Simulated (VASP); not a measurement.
## Workfunction calculation, with input and output: C (part 1 of 2)

- system: C (slab, 6 atoms in the cell)
- method: Kohn-Sham DFT of a periodic cell, PBE, VASP PAW PBE potentials, recommended, no spin polarisation (VASP 6.6.1)

The structure derives from an entry of the Crystallography Open Database. It belongs to a series of runs on one base structure; here: the (0 0 1) slab of C, cut from the database cell, not relaxed.

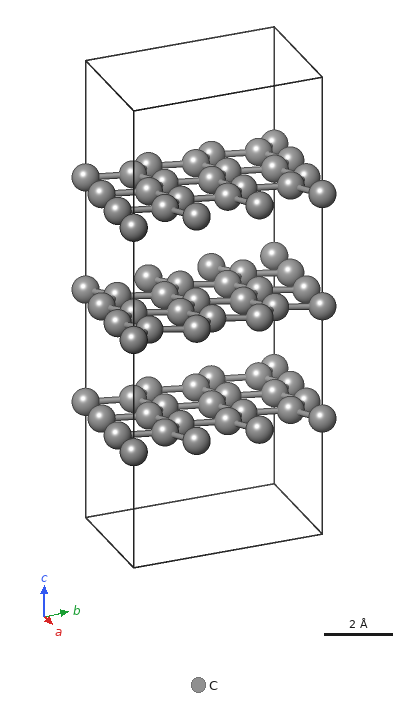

*The input geometry (ball-and-stick view of the 3 × 3 repeat of the cell, with the vacuum cut short, seen slightly off an axis).*

Near neighbours in the crystal (not all of them lie inside the picture): C has 3 C at 1.43 Å.

INCAR
```
SYSTEM = C
PREC = Accurate
ENCUT = 520
EDIFF = 1E-6
ISMEAR = 0
SIGMA = 0.05
LREAL = .FALSE.
LASPH = .TRUE.
NELM = 80
ALGO = Fast
ISIF = 2
LWAVE = .FALSE.
LCHARG = .TRUE.
LDIPOL = .TRUE.
IDIPOL = 3
DIPOL = 0.5 0.5 0.500
GGA = PE
LELF = .TRUE.
LVHAR = .TRUE.
LVACPOTAV = .TRUE.
```

KPOINTS
```
Automatic mesh
0
G
  12 12 1
  0 0 0
```

POSCAR
```
C
1.0
    2.4699988104      0.0000000000      0.0000000000
   -1.2349994052      2.1390817171      0.0000000000
    0.0000000000      0.0000000000     21.8239500000
C
6
Direct
    0.0000000000      0.0000000000      0.3436591451
    0.3333333333      0.6666666666      0.3452147755
    0.0000000000      0.0000000000      0.4992221848
    0.6666666667      0.3333333334      0.5007778152
    0.0000000000      0.0000000000      0.6547852245
    0.3333333333      0.6666666666      0.6563408549
```

Launch command:
```bash
cat potpaw_PBE.64/C/POTCAR > POTCAR
mpirun -np 1 vasp_std > vasp.out
```

OSZICAR
```
N       E                     dE             d eps       ncg     rms          rms(c)
DAV:   1     0.167536602684E+03    0.16754E+03   -0.11286E+04   608   0.126E+03
DAV:   2    -0.453007934928E+02   -0.21284E+03   -0.20640E+03   904   0.275E+02
DAV:   3    -0.585732933751E+02   -0.13272E+02   -0.13252E+02   688   0.851E+01
DAV:   4    -0.588325719413E+02   -0.25928E+00   -0.25896E+00   896   0.134E+01
DAV:   5    -0.588398666695E+02   -0.72947E-02   -0.72943E-02   944   0.191E+00    0.108E+01
RMM:   6    -0.561550198015E+02    0.26848E+01   -0.24263E+00   641   0.101E+01    0.632E+00
RMM:   7    -0.552628886024E+02    0.89213E+00   -0.47077E+00   695   0.145E+01    0.163E+00
RMM:   8    -0.553025197639E+02   -0.39631E-01   -0.47684E-01   687   0.461E+00    0.107E+00
RMM:   9    -0.552657121216E+02    0.36808E-01   -0.72990E-02   713   0.207E+00    0.342E-01
RMM:  10    -0.552660666909E+02   -0.35457E-03   -0.22929E-02   741   0.113E+00    0.234E-01
RMM:  11    -0.552645044536E+02    0.15622E-02   -0.69152E-03   719   0.650E-01    0.950E-02
RMM:  12    -0.552659203965E+02   -0.14159E-02   -0.21478E-03   754   0.335E-01    0.170E-01
RMM:  13    -0.552649964792E+02    0.92392E-03   -0.12025E-03   706   0.214E-01    0.131E-01
RMM:  14    -0.552652680162E+02   -0.27154E-03   -0.11748E-03   713   0.206E-01    0.988E-02
RMM:  15    -0.552650417631E+02    0.22625E-03   -0.38957E-04   716   0.141E-01    0.563E-02
RMM:  16    -0.552651432597E+02   -0.10150E-03   -0.36857E-04   733   0.100E-01    0.412E-02
RMM:  17    -0.552651430317E+02    0.22795E-06   -0.62262E-05   698   0.558E-02    0.207E-02
RMM:  18    -0.552652154448E+02   -0.72413E-04   -0.21131E-05   705   0.319E-02    0.156E-02
RMM:  19    -0.552652645047E+02   -0.49060E-04   -0.65501E-06   573   0.162E-02    0.141E-02
RMM:  20    -0.552653853388E+02   -0.12083E-03   -0.24662E-05   770   0.280E-02    0.621E-03
RMM:  21    -0.552654447820E+02   -0.59443E-04   -0.48846E-06   548   0.120E-02    0.644E-03
RMM:  22    -0.552654628198E+02   -0.18038E-04   -0.31170E-06   535   0.920E-03    0.216E-03
RMM:  23    -0.552654669008E+02   -0.40810E-05   -0.78510E-07   451   0.547E-03    0.714E-04
RMM:  24    -0.552654692203E+02   -0.23195E-05   -0.16663E-07   349   0.277E-03    0.709E-04
RMM:  25    -0.552654703129E+02   -0.10926E-05   -0.68547E-08   292   0.182E-03    0.261E-04
RMM:  26    -0.552654704332E+02   -0.12025E-06   -0.49103E-09   220   0.139E-03
   1 F= -.55265470E+02 E0= -.55264697E+02  d E =-.154675E-02
```

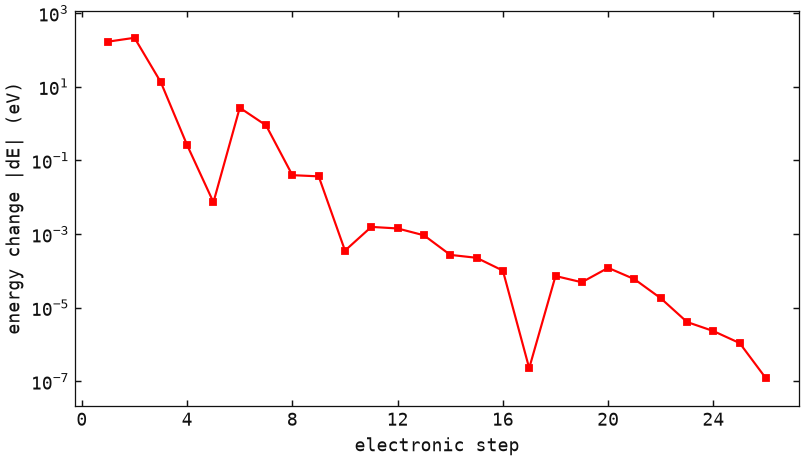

*Convergence of the self-consistent field: energy change |dE| against the electronic step.*

It takes 26 electronic steps. The density is held fixed in the first few steps, and dE rises again when its update begins.

Parts of OUTCAR
```
SYSTEM = C
   PREC = Accurate
   ENCUT = 520
   EDIFF = 1E-6
   ISMEAR = 0
   LREAL = .FALSE.
   LASPH = .TRUE.
   NELM = 80
   ISIF = 2
   GGA = PE

 ion  position               nearest neighbor table
   1  0.000  0.000  0.344-   2 1.43   2 1.43   2 1.43
   2  0.333  0.667  0.345-   1 1.43   1 1.43   1 1.43
   3  0.000  0.000  0.499-   4 1.43   4 1.43   4 1.43
   4  0.667  0.333  0.501-   3 1.43   3 1.43   3 1.43
   5  0.000  0.000  0.655-   6 1.43   6 1.43   6 1.43
   6  0.333  0.667  0.656-   5 1.43   5 1.43   5 1.43

  LATTYP: Found a hexagonal cell.
 ALAT       =     2.4699988104
 C/A-ratio  =     8.8356115429

  Lattice vectors:

 A1 = (   2.4699988104,   0.0000000000,   0.0000000000)
 A2 = (  -1.2349994052,   2.1390817171,   0.0000000000)
 A3 = (   0.0000000000,   0.0000000000,  21.8239500000)

Analysis of symmetry for initial positions (statically):
=====================================================================
 Subroutine PRICEL returns:
 Original cell was already a primitive cell.

 Routine SETGRP: Setting up the symmetry group for a
 hexagonal supercell.

 Subroutine GETGRP returns: Found  6 space group operations
 (whereof  6 operations were pure point group operations)
 out of a pool of 24 trial point group operations.

The static configuration has the point symmetry C_3v.

Analysis of symmetry for dynamics (positions and initial velocities):
=====================================================================
 Subroutine PRICEL returns:
 Original cell was already a primitive cell.

 Routine SETGRP: Setting up the symmetry group for a
 hexagonal supercell.

 Subroutine GETGRP returns: Found  6 space group operations
 (whereof  6 operations were pure point group operations)
 out of a pool of 24 trial point group operations.

The dynamic configuration has the point symmetry C_3v.

 Subroutine INISYM returns: Found  6 space group operations
 (whereof  6 operations are pure point group operations),
 and found     1 'primitive' translations

----------------------------------------------------------------------------------------

                                     Primitive cell

  volume of cell :     115.3075

  direct lattice vectors                    reciprocal lattice vectors
     2.469998810  0.000000000  0.000000000     0.404858495  0.233745161  0.000000000
    -1.234999405  2.139081717  0.000000000     0.000000000  0.467490322  0.000000000
     0.000000000  0.000000000 21.823950000     0.000000000  0.000000000  0.045821219

  length of vectors
     2.469998810  2.469998810 21.823950000     0.467490322  0.467490322  0.045821219

  position of ions in fractional coordinates (direct lattice)
     0.000000000  0.000000000  0.343659145
     0.333333333  0.666666667  0.345214775
     0.000000000  0.000000000  0.499222185
     0.666666667  0.333333333  0.500777815
     0.000000000  0.000000000  0.654785225
     0.333333333  0.666666667  0.656340855

  ion indices of the primitive-cell ions
   primitive index   ion index
                 1           1
                 2           2
                 3           3
                 4           4
                 5           5
                 6           6

----------------------------------------------------------------------------------------

 KPOINTS: Automatic mesh

Automatic generation of k-mesh.
 Grid dimensions read from file:
 generate k-points for:   12   12    1

 Generating k-lattice:

  Cartesian coordinates                     Fractional coordinates (reciprocal lattice)
     0.033738208  0.019478763  0.000000000     0.083333333  0.000000000  0.000000000
     0.000000000  0.038957527  0.000000000     0.000000000  0.083333333  0.000000000
     0.000000000  0.000000000  0.045821219     0.000000000  0.000000000  1.000000000

  Length of vectors
     0.038957527  0.038957527  0.045821219

  Shift w.r.t. Gamma in fractional coordinates (k-lattice)
     0.000000000  0.000000000  0.000000000

 Subroutine IBZKPT returns following result:
 ===========================================

 Found     19 irreducible k-points:

 Following reciprocal coordinates:
            Coordinates               Weight
  0.000000  0.000000  0.000000      1.000000
  0.083333  0.000000  0.000000      6.000000
  0.166667  0.000000  0.000000      6.000000
  0.250000  0.000000  0.000000      6.000000
  0.333333  0.000000  0.000000      6.000000
  0.416667  0.000000  0.000000      6.000000
  0.500000  0.000000  0.000000      3.000000
  0.083333  0.083333  0.000000      6.000000
  0.166667  0.083333  0.000000     12.000000
  0.250000  0.083333  0.000000     12.000000
  0.333333  0.083333  0.000000     12.000000
  0.416667  0.083333  0.000000     12.000000
  0.166667  0.166667  0.000000      6.000000
  0.250000  0.166667  0.000000     12.000000
  0.333333  0.166667  0.000000     12.000000
  0.416667  0.166667  0.000000      6.000000
  0.250000  0.250000  0.000000      6.000000
  0.333333  0.250000  0.000000     12.000000
  0.333333  0.333333  0.000000      2.000000
```
